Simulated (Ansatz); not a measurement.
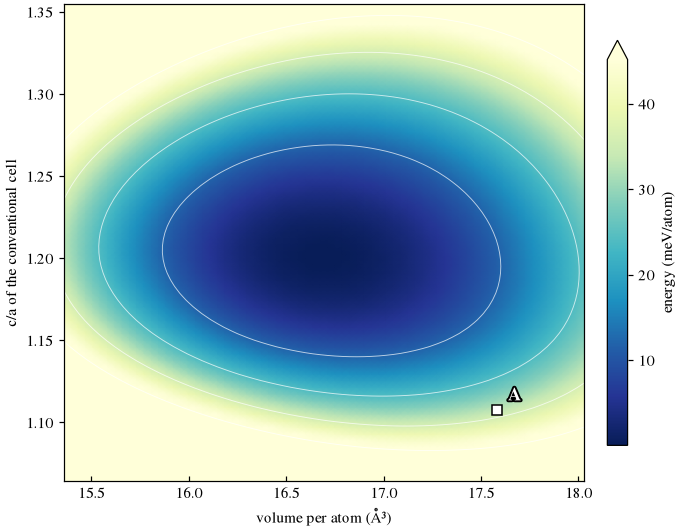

CaO (P6_3/mmc, No. 194; 4 atoms in the cell). The energy is mapped over volume and the cell's shape. Coordinates scanned: (1) volume per atom; (2) c/a of the conventional cell. Nothing is relaxed (symmetry fixes all fractional coordinates). Grid: 7 × 7 points. Points are written as (first, second). Energies are in meV/atom, from the lowest grid point. Theory: DFT PBE, scalar-relativistic, plane waves, PAW in Ansatz. Settings: cutoff 520 eV, k-mesh 9×9×6 in the order of the run's cell vectors, gaussian smearing 0.05 eV, no spin polarisation.

The picture shows a smooth colour map with a few white contour lines, one colour for all values above the top of the scale, the point A. Between grid points the surface is interpolated.

Question: Which way does the force act at A, and how strong is it?

Answer: A, at (17.58 Å³, 1.108), is not a stationary point. The computed force is 15 meV/atom for each Å³ towards smaller values of volume per atom and 550 meV/atom for each unit towards larger values of c/a of the conventional cell.
